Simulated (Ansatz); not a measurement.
TiO2

```xyz
9
Lattice="2.3968 0.0000 -2.3968 -2.3968 2.3968 0.0000 4.9873 4.9873 4.9873" Properties=species:S:1:pos:R:3 pbc="T T T"
Ti    0.0000    0.0000    0.0000
Ti    2.4614    2.4614    0.0645
Ti    2.5259    4.9228    2.5260
O     1.2423    1.2423    1.2423
O     3.7037    3.7037    1.3069
O     3.7682    6.1651    3.7683
O     1.2191    1.2191   -1.1778
O     1.2836    3.6804    1.2836
O     3.7450    3.7450    3.7450
```

Space group R-3m; started from the fluorite prototype, which need not be the ambient phase; changed on purpose from its base cell (shear 111 strain +4.0%); computed pressure about −14 GPa in this cell; computed without spin polarisation.

Theory: DFT, HSE06, plane waves, PAW (Ansatz 0.2.0).

> What can the converged valence pseudo-density and electron localisation function tell about the bonding?

Ti–O (2.15 Å): the density is about 0.46 e/Å³ at the midpoint; the ELF peaks at about 0.85 in the valence shell of O, 0.7 Å from its nucleus, and is about 0.20 at the midpoint (no shared electron pair shows on this line).

> Does the calculation make it a metal, or give it a gap?

It is gapped, with a Kohn–Sham gap of 2.6 eV on the k-point mesh (the band edges may lie off the mesh, which would make the gap smaller).

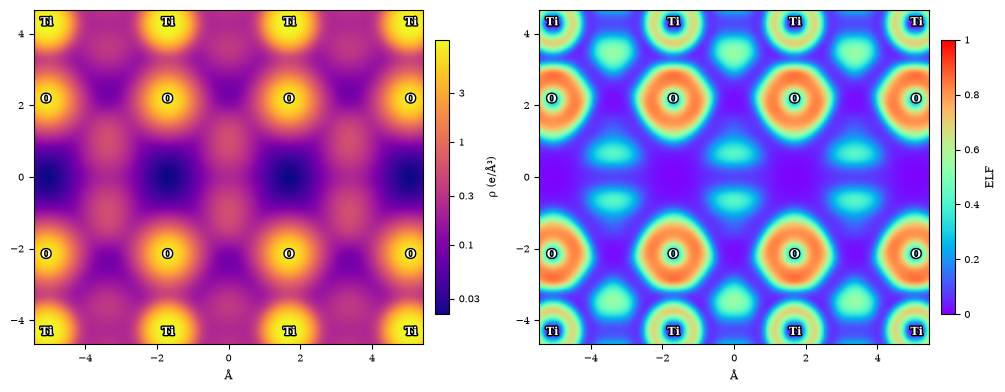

Computed valence pseudo-density and electron localisation function on the (100) plane of the conventional cell, in this order. 

Core electrons are frozen (PAW), and the valence fields are smoothed inside the atomic spheres.
